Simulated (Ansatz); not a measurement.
**Ti3Si: geometry relaxation**

The run: geometry relaxation of Ti3Si (8 atoms in the cell). Method and program: DFT PBEsol, scalar-relativistic, plane waves, PAW, no spin polarisation (Ansatz 0.2.0).

The structure derives from a Materials Project entry. It belongs to a series of runs on one base structure; here: the database's cell, atoms relaxed. Figures and captions count atoms from 1; the log counts them from 0 in places.

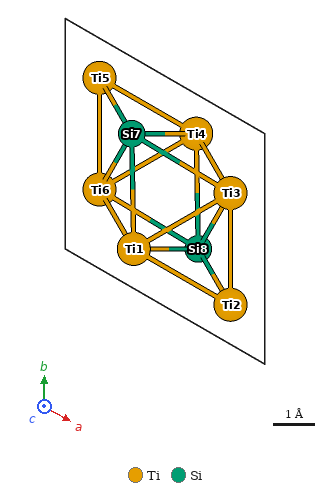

The starting structure (ball-and-stick view of the cell of the calculation, along the c axis; atoms are numbered from 1 in the order of the input). An atom can appear more than once, as a periodic image. Near neighbours in the periodic cell (some may lie outside the picture): Ti has 4 Si at 2.75 to 2.82 Å and 8 Ti at 2.73 to 2.90 Å; Si has 12 Ti at 2.75 to 2.82 Å.

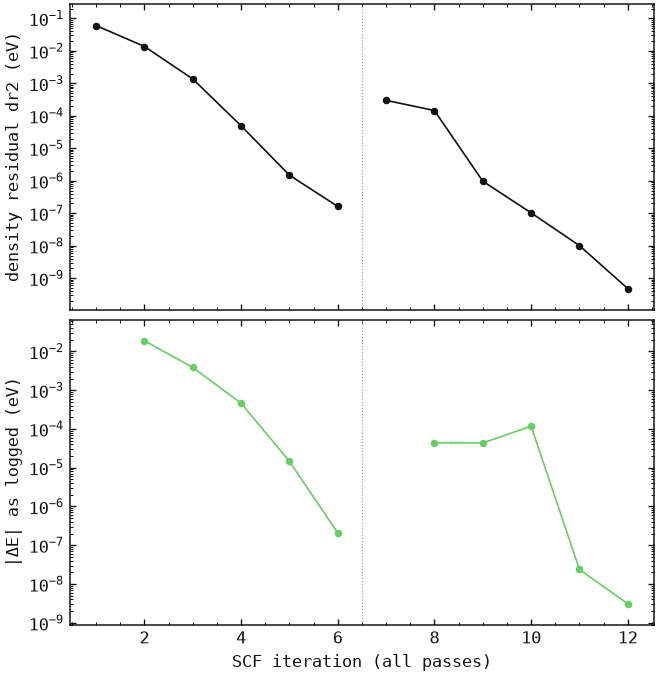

Convergence of the self-consistent field: density residual dr2 and size of the energy change against the SCF iteration. The dotted lines part the SCF passes of the relaxation: geometry steps, rejected trials and re-solves on a re-selected basis. The passes take 6 and 6 iterations.

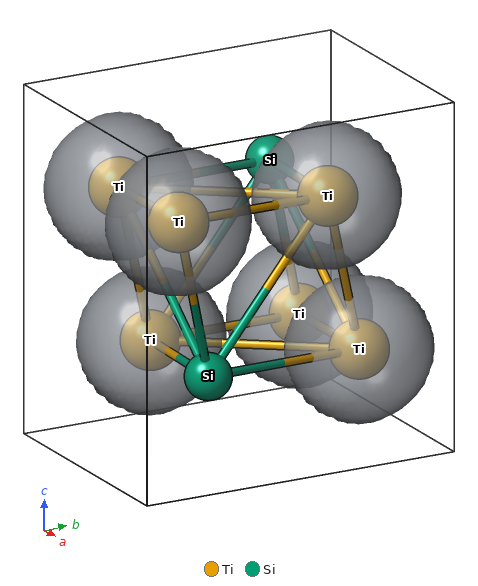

Isosurface of the valence charge density (pseudo) at 0.5 e/Å³ (grey), seen slightly off an axis. Sticks mark near contacts. The outline is the cell set on symmetry axes. At this value the density breaks into separate islands; it holds about 65 % of the electrons treated as valence (semicore included). It is pinched off along the Ti–Ti (2.73 Å), Ti–Si (2.75 Å), Ti–Ti (2.81 Å) and Ti–Si (2.82 Å) contacts. On the grid the lowest density along these lines, outside the cores, is 0.25 e/Å³ (Ti–Ti, 2.73 Å), 0.25 e/Å³ (Ti–Si, 2.75 Å), 0.21 e/Å³ (Ti–Ti, 2.81 Å) and 0.22 e/Å³ (Ti–Si, 2.82 Å). The fields are those of the smooth PAW valence density.

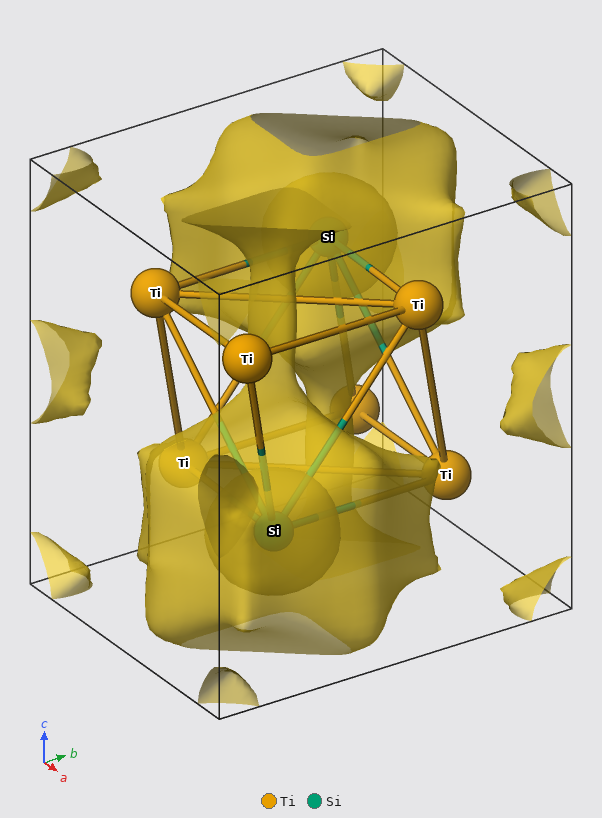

Isosurface of the electron localisation function at 0.55 (yellow), seen slightly off an axis. Only the valence region is drawn (cores and ρ < 0.01 e/Å³ removed). Sticks mark near contacts. The outline is the cell set on symmetry axes. Profiles from the grid: Ti–Ti (2.73 Å): the ELF is about 0.25 at the midpoint (no shared electron pair). Ti–Si (2.75 Å): the ELF is about 0.35 at the midpoint.

These pictures come from the run below.

## Input file
```yaml
crystal:
  lattice:
    - [5.6313135898, 0.0, 0.0]
    - [-2.8156567949, 4.8768606255, 0.0]
    - [0.0, 0.0, 4.50545247]
  atoms:
    - { symbol: Ti, position: [0.34359996, 0.17179998, 0.75] }
    - { symbol: Ti, position: [0.82820002, 0.17179998, 0.75] }
    - { symbol: Ti, position: [0.82820002, 0.65640004, 0.75] }
    - { symbol: Ti, position: [0.65640004, 0.82820002, 0.25] }
    - { symbol: Ti, position: [0.17179998, 0.82820002, 0.25] }
    - { symbol: Ti, position: [0.17179998, 0.34359996, 0.25] }
    - { symbol: Si, position: [0.33333333, 0.66666667, 0.75] }
    - { symbol: Si, position: [0.66666667, 0.33333333, 0.25] }
basis:
  ecutwfc: 420
kpoints:
  mp_grid: { grid: [6, 6, 8] }
hamiltonian:
  xc: pbesol
scf:
  occupations: { method: gaussian, width: 0.1 }
output:
  forces: true
  stress: true
  eigenvalues: true
  write_density: true
  write_potential: true
  elf: true
  volumetric_format: npy
relax:
  adjacent_minimum: "off"
  f_tol: 0.01
  max_steps: 40
```

Launched with:
```bash
ansatz run input.yaml --threads 2 --pin off --max-ram 5120MiB --backend cpu --events-out ev --progress --plain --runs-dir out
```

## Output
```
Warning: output.stress: scf.convergence.dr2_threshold = 1e-7 eV (the SCF's general default) is looser than the 8e-10 eV advised for a printed stress (1e-10 eV for each atom of the cell: 8). What an SCF threshold leaves in a stress goes as its square root, and in the free energy as the threshold itself, and one threshold admits the most on a small cell: of the crystals measured, under no hybrid functional and no lock of the moments, on runs that ended without the residual-converged pass, on stresses that held no estimate of that error, the worst erred by over 100 MPa in a component at 1e-7 eV an atom and by under 5 at 1e-10. Every solve of this run answers to scf.convergence.dr2_threshold, and the tensor of one is reported: a single SCF on the reported geometry and on this run's grids (its basis.xc_grid and basis.ecutrho_ratio typed), with scf.convergence.dr2_threshold at 8e-10 eV or tighter, prints it and tightens no other solve. Else set scf.convergence.dr2_threshold to 8e-10 eV or tighter. The threshold is an SCF's pass mark: one that does not reach it within its budget of iterations ends unconverged, or closes short of it on a stop that the run arms, and scf.convergence.dr2_threshold's page says what that costs each kind of run
Engine: ansatz 0.2.0, aarch64-unknown-linux-gnu
Pseudopotentials: kind: paw
Pseudopotential: Ti, paw, valence charge 12, recommended cutoff 420 eV (normal), Ti.paw.azcp
Pseudopotential: Si, paw, valence charge 4, recommended cutoff 420 eV (normal), Si.paw.azcp
Functional definition: PBEsol
  exchange = pbesol_x
  correlation = pbesol_c
Crystal: 8 atoms, lattice volume = 123.734 Å³
Basis set: ecut = 420 eV, 2415 PW (Γ), exchange–correlation on 80×80×64 points (8 copies of the dense FFT grid, shifted against one another)
Bands: 48, of which v1, the nominal top of the filled ones, is band 40 counted from 1 (39 counted from 0)
Symmetry: 24 space group operations
Space group: P63/mmc (ITA 194), of the structure as read, at distance tolerance 5.0e-5 Å
k-points: 35 of 288
Non-local potential: Ti, projectors of the file, l = 0: 3, l = 1: 2, l = 2: 3, l = 3: 1
Non-local potential: Si, projectors of the file, l = 0: 2, l = 1: 2, l = 2: 2
PAW form: soft (Blöchl's): semilocal exchange-correlation on the pseudo side does not see the compensation charge
PAW frozen core: Ti, regenerated for the run's functional, and the local potential with it (the file was generated under x = pbe(κ = 0.804, μ = 0.2195149727645171), c = pbe(β = 0.06672455060314922))
PAW frozen core: Si, regenerated for the run's functional, and the local potential with it (the file was generated under x = pbe(κ = 0.804, μ = 0.2195149727645171), c = pbe(β = 0.06672455060314922))
PAW one-centre angular grid: Ti, 590 points (default); XC on 64 Gauss nodes
PAW one-centre angular grid: Si, 110 points (default); XC on 64 Gauss nodes
Initial density: superposition of atomic densities (neutral atoms: chi_scale 0, normalization atom), corrected by the library's trained network
Initial wavefunctions: pseudopotential atomic-orbital guess
Functional: x = pbesol(κ = 0.804, μ = 0.12345679012345678), c = pbesol(β = 0.046)
SCF iter   1: F=—  HF=-16090.524117 eV  |F-HF|=—  |Δ(HF+E_count)|=         —  Δρ=7.76e-3  dr2=6.06e-2  ethr=1.77e-3  ⟨swp⟩=6.3  Hψ=6713  notcnv=0
preconditioner: auto → Kerker (q_TF=auto, 2.537 Å⁻¹)  [metal: Δε(μ)=0.011 eV  Ē_g=3.721 eV  σ=0.100 eV  W_gap=0.06  n_scr=26 (ndim 8)  ℏωp=18.9 eV  f_vac=0.000  D(μ)=6.99/eV (n_scr^D=70)]
SCF iter   2: F=—  HF=-16090.505225 eV  |F-HF|=—  |Δ(HF+E_count)|=   1.89e-2  Δρ=3.47e-3  dr2=1.37e-2  ethr=7.57e-5  ⟨swp⟩=2.3  Hψ=2858  notcnv=0  defer=41
SCF iter   3: F=—  HF=-16090.501373 eV  |F-HF|=—  |Δ(HF+E_count)|=   3.85e-3  Δρ=8.64e-4  dr2=1.37e-3  ethr=1.72e-5  ⟨swp⟩=2.0  Hψ=2066  notcnv=0  defer=41
SCF iter   4: F=—  HF=-16090.500911 eV  |F-HF|=—  |Δ(HF+E_count)|=   4.62e-4  Δρ=1.42e-4  dr2=4.93e-5  ethr=1.71e-6  ⟨swp⟩=2.0  Hψ=2207  notcnv=0  defer=41
iter 5 did not close the SCF: its close was put off for the readings that it lacked (scf_convergence_deferred on its scf_iter line)
SCF iter   5: F=-16090.500895 eV  HF=-16090.500896 eV  |F-HF|=6.89e-7  |Δ(HF+E_count)|=   1.46e-5  Δρ=3.58e-5  dr2=1.49e-6  ethr=6.16e-8  ⟨swp⟩=2.0  Hψ=2216  notcnv=0  defer=41
SCF iter   6: F=-16090.500896 eV  HF=-16090.500896 eV  |F-HF|=1.10e-7  |Δ(HF+E_count)|=   2.08e-7  Δρ=1.07e-5  dr2=1.62e-7  ethr=1.86e-9  ⟨swp⟩=11.1  Hψ=11238  notcnv=0
SCF 1 converged in 6 iterations: F = -16090.500896 eV  dr2 = 1.62e-7
  greatest PAW one-centre occupation: 0.999 electrons in one spin orbital (limit 2), on the Ti atom at site 5 (counted from 0), in its partial waves of l = 0
relax step   1: F+E_penalty+E_count = -16090.50089585 eV  Δ(F+E_penalty+E_count) = +0.000e0 eV  max|allowed force component| = 1.926e-2 eV/Å  Δτ_max = 0.0000 Å  (6 SCF iters, dr2 threshold 2.50e-6 eV, accepted)
Initial density: handed on by an earlier stage of this run
Initial wavefunctions: those handed on with the density
iter 1 solved again at ethr=3.62e-7 eV; its pass at ethr=3.10e-3 eV (dr2=2.90e-4 eV) is discarded
SCF iter   1: F=—  HF=-16090.501177 eV  |F-HF|=—  |Δ(HF+E_count)|=         —  Δρ=2.98e-4  dr2=3.01e-4  ethr=3.62e-7  ⟨swp⟩=1.5  Hψ=4218  notcnv=0
preconditioner: auto → Kerker (q_TF=auto, 2.537 Å⁻¹)  [metal: Δε(μ)=0.010 eV  Ē_g=3.685 eV  σ=0.100 eV  W_gap=0.06  n_scr=26 (ndim 8)  ℏωp=18.9 eV  f_vac=0.000  D(μ)=7.06/eV (n_scr^D=70)]
SCF iter   2: F=—  HF=-16090.501133 eV  |F-HF|=—  |Δ(HF+E_count)|=   4.42e-5  Δρ=1.88e-4  dr2=1.46e-4  ethr=3.62e-7  ⟨swp⟩=1.2  Hψ=1644  notcnv=0
SCF iter   3: F=—  HF=-16090.501089 eV  |F-HF|=—  |Δ(HF+E_count)|=   4.34e-5  Δρ=3.14e-5  dr2=9.74e-7  ethr=1.83e-7  ⟨swp⟩=2.0  Hψ=2202  notcnv=0
SCF iter   4: F=—  HF=-16090.500971 eV  |F-HF|=—  |Δ(HF+E_count)|=   1.18e-4  Δρ=8.51e-6  dr2=1.03e-7  ethr=1.22e-9  ⟨swp⟩=2.0  Hψ=2239  notcnv=0
iter 5 did not close the SCF: its close was put off for the readings that it lacked (scf_convergence_deferred on its scf_iter line)
SCF iter   5: F=-16090.500971 eV  HF=-16090.500971 eV  |F-HF|=7.05e-9  |Δ(HF+E_count)|=   2.37e-8  Δρ=2.10e-6  dr2=1.01e-8  ethr=1.28e-10  ⟨swp⟩=2.1  Hψ=1947  notcnv=0
SCF iter   6: F=-16090.500971 eV  HF=-16090.500971 eV  |F-HF|=4.29e-10  |Δ(HF+E_count)|=   3.09e-9  Δρ=5.91e-7  dr2=4.78e-10  ethr=1.26e-11  ⟨swp⟩=7.9  Hψ=9039  notcnv=0
SCF 2 converged in 6 iterations: F = -16090.500971 eV  dr2 = 4.78e-10
relax step   2: F+E_penalty+E_count = -16090.50097087 eV  Δ(F+E_penalty+E_count) = -7.502e-5 eV  max|allowed force component| = 5.616e-3 eV/Å  Δτ_max = 0.0019 Å  (6 SCF iters, accepted)
SCF converged after 6 iterations
Free energy (F): -16090.500971 eV
Harris-Foulkes:  -16090.500971 eV  (|F-HF|=4.29e-10)
Internal energy: -16090.465638 eV  (E = F + TS)
E sigma→0 (E₀):  -16090.483304 eV
Entropy (-TS):   -0.035333 eV (-4.417 meV/atom)
Fermi energy:    13.729315 eV
--- Per-component energies (eV) ---
  E_band       = -846.720570
  E_kinetic    = 1726.516458
  E_local      = -5198.517277  (includes V_loc(G=0)·N_el)
  E_nonlocal   = 107.989393
  E_hartree    = 2189.271584
  E_xc         = -695.167673
  E_vxc        = -830.240441  (∫ρ·V_xc dr)
  E_paw        = -7134.765757  (= ΣΔE_a)
  E_vpaw       = -1031.010920  (= ΣTr[D̂ρ^β])
  E_aug_tail   = 0.000724  (compensation charges beyond the density's cutoff)
  E_ewald      = -7086.692517
  E_core_change = 0.899427  (= ΣΔE_core)
  E_smearing   = -0.035333  (= −TS)
  E_closure    = 0.000000  (closes the sum)
  Σ components = -16090.500971   (vs F -16090.500971, Δ=0.00e0)
--- Forces (eV/Å), atoms counted from 1 ---
  atom   1  Ti     0.00486350     0.00280794     0.00000000
  atom   2  Ti    -0.00486350     0.00280794     0.00000000
  atom   3  Ti    -0.00000000    -0.00561589     0.00000000
  atom   4  Ti    -0.00486350    -0.00280794     0.00000000
  atom   5  Ti     0.00486350    -0.00280794     0.00000000
  atom   6  Ti     0.00000000     0.00561589     0.00000000
  atom   7  Si     0.00000000    -0.00000000     0.00000000
  atom   8  Si     0.00000000     0.00000000     0.00000000
  max |Σ_I F_I| component: 1.79e-17 eV/Å
--- Stress (GPa, compression-positive) ---
       -3.326958       0.000000       0.000000
       -0.000000      -3.326958       0.000000
        0.000000       0.000000      -3.321134
  P = ⅓ Tr σ = -3.3250 GPa (-33.250 kbar)
--- Band table (eV; the first three rows and the last of 35) ---
  k-point 0: bands = ["-42.7282", "-42.5999", "-42.5980", "-42.5980", "-42.5368", "-42.5368", "-19.3950", "-19.3900", "-19.2588", "-19.2588", "-19.2259", "-19.1801", "-19.1801", "-19.1441", "-19.1441", "-19.0119", "-18.8571", "-18.8571", "-18.7866", "-18.7829", "-18.6626", "-18.6626", "-18.6538", "-18.6538", "4.0588", "6.0516", "10.2106", "10.4683", "10.4683", "10.7917", "10.7917", "11.0009", "11.5609", "11.9220", "12.0138", "12.0138", "12.3688", "12.3688", "13.0514", "13.4478", "14.2100", "14.2100", "14.2224", "14.2908", "14.2908", "15.4761", "15.4761", "15.5993"]
  k-point 1: bands = ["-42.7233", "-42.6049", "-42.5956", "-42.5956", "-42.5391", "-42.5391", "-19.3886", "-19.3879", "-19.2947", "-19.2947", "-19.2161", "-19.2018", "-19.2018", "-19.0935", "-19.0935", "-19.0034", "-18.8485", "-18.8485", "-18.8031", "-18.7954", "-18.6628", "-18.6628", "-18.6547", "-18.6547", "4.1610", "6.0101", "10.2701", "10.5004", "10.5004", "10.6182", "10.9102", "10.9102", "11.3943", "12.0794", "12.0794", "12.2258", "12.2258", "12.2672", "13.1000", "13.5323", "14.1538", "14.1538", "14.3162", "14.3274", "14.3274", "15.4725", "15.5187", "15.5187"]
  k-point 2: bands = ["-42.7095", "-42.6188", "-42.5890", "-42.5890", "-42.5457", "-42.5457", "-19.3821", "-19.3760", "-19.3378", "-19.3378", "-19.2520", "-19.2520", "-19.1824", "-19.0085", "-19.0085", "-18.9794", "-18.8599", "-18.8357", "-18.8357", "-18.8202", "-18.6635", "-18.6635", "-18.6574", "-18.6574", "4.4483", "5.8832", "10.0677", "10.1663", "10.6032", "10.6032", "11.2447", "11.2447", "11.3688", "11.8890", "11.8890", "12.2543", "12.2543", "12.7123", "13.1883", "13.6472", "14.0058", "14.0058", "14.2952", "14.2952", "14.5918", "15.1958", "15.5032", "15.5032"]
  k-point 34: bands = ["-42.6321", "-42.6321", "-42.5999", "-42.5999", "-42.5674", "-42.5674", "-19.3269", "-19.3269", "-19.2454", "-19.2454", "-19.1686", "-19.1686", "-19.0595", "-19.0595", "-19.0466", "-19.0466", "-18.9236", "-18.9236", "-18.8080", "-18.8080", "-18.8023", "-18.8023", "-18.6934", "-18.6934", "5.8428", "5.8428", "8.9668", "8.9668", "10.0070", "10.0070", "11.4525", "11.4525", "11.7790", "11.7790", "13.0522", "13.0522", "13.1230", "13.1230", "13.3078", "13.3078", "14.0811", "14.0811", "14.3925", "14.3925", "14.4812", "14.4812", "14.9889", "14.9889"]
--- Relaxed structure (2 steps of the walk, 2 accepted, 0 SCFs on fresh bases) ---
  F+E_penalty+E_count = -16090.50097087 eV   max|allowed force component| = 5.616e-3 eV/Å
  atoms:
    - { symbol: Ti, position: [0.34322055076842534, 0.17161027538421267, 0.75] }
    - { symbol: Ti, position: [0.8283897246157873, 0.17161027538421267, 0.75] }
    - { symbol: Ti, position: [0.8283897246157873, 0.6567794492315747, 0.75] }
    - { symbol: Ti, position: [0.6567794492315747, 0.8283897246157874, 0.25] }
    - { symbol: Ti, position: [0.17161027538421267, 0.8283897246157874, 0.25] }
    - { symbol: Ti, position: [0.17161027538421267, 0.34322055076842534, 0.25] }
    - { symbol: Si, position: [0.3333333333333333, 0.6666666666666666, 0.75] }
    - { symbol: Si, position: [0.6666666666666666, 0.3333333333333333, 0.25] }
```

## Trajectory as extended XYZ (Å, eV, eV/Å), 2 frames, from step=1 to step=2
```
8
Lattice="5.6313 0.0000 0.0000 -2.8157 4.8769 0.0000 0.0000 0.0000 4.5055" Properties=species:S:1:pos:R:3:forces:R:3 step=1 energy=-16090.50090
Ti    1.4512    0.8378    3.3791   -0.0167  -0.0096   0.0000
Ti    4.1801    0.8378    3.3791    0.0167  -0.0096   0.0000
Ti    2.8157    3.2012    3.3791    0.0000   0.0193   0.0000
Ti    1.3645    4.0390    1.1264    0.0167   0.0096   0.0000
Ti   -1.3645    4.0390    1.1264   -0.0167   0.0096   0.0000
Ti    0.0000    1.6757    1.1264    0.0000  -0.0193   0.0000
Si    0.0000    3.2512    3.3791    0.0000   0.0000   0.0000
Si    2.8157    1.6256    1.1264    0.0000   0.0000   0.0000
8
Lattice="5.6313 0.0000 0.0000 -2.8157 4.8769 0.0000 0.0000 0.0000 4.5055" Properties=species:S:1:pos:R:3:forces:R:3 step=2 energy=-16090.50097
Ti    1.4496    0.8369    3.3791    0.0049   0.0028   0.0000
Ti    4.1817    0.8369    3.3791   -0.0049   0.0028   0.0000
Ti    2.8157    3.2030    3.3791    0.0000  -0.0056   0.0000
Ti    1.3661    4.0399    1.1264   -0.0049  -0.0028   0.0000
Ti   -1.3661    4.0399    1.1264    0.0049  -0.0028   0.0000
Ti    0.0000    1.6738    1.1264    0.0000   0.0056   0.0000
Si    0.0000    3.2512    3.3791    0.0000   0.0000   0.0000
Si    2.8157    1.6256    1.1264    0.0000   0.0000   0.0000
```

## Summary

- outcome: converged
- space group (tolerance 0.01 Å): P6₃/mmc (194)
- electrons treated: 80
- free energy: −16090.5010 eV
- Fermi energy: 13.729 eV
- gap on the k-point mesh: none (metallic)
- pressure: −3.33 GPa
- final volume: 123.73 Å³
- largest force (length of the vector) at the end: 0.006 eV/Å
- final cell: a = 5.631 Å, b = 5.631 Å, c = 4.505 Å, α = 90.00°, β = 90.00°, γ = 120.00°
- hardware: 2 threads of Arm Neoverse V2, 24 GiB of memory available, shared host
- wall time: 13 s (CPU time 25 s)
- peak memory: 0.5 GiB

Warnings of the run: the SCF threshold is looser than advised for the printed stress.
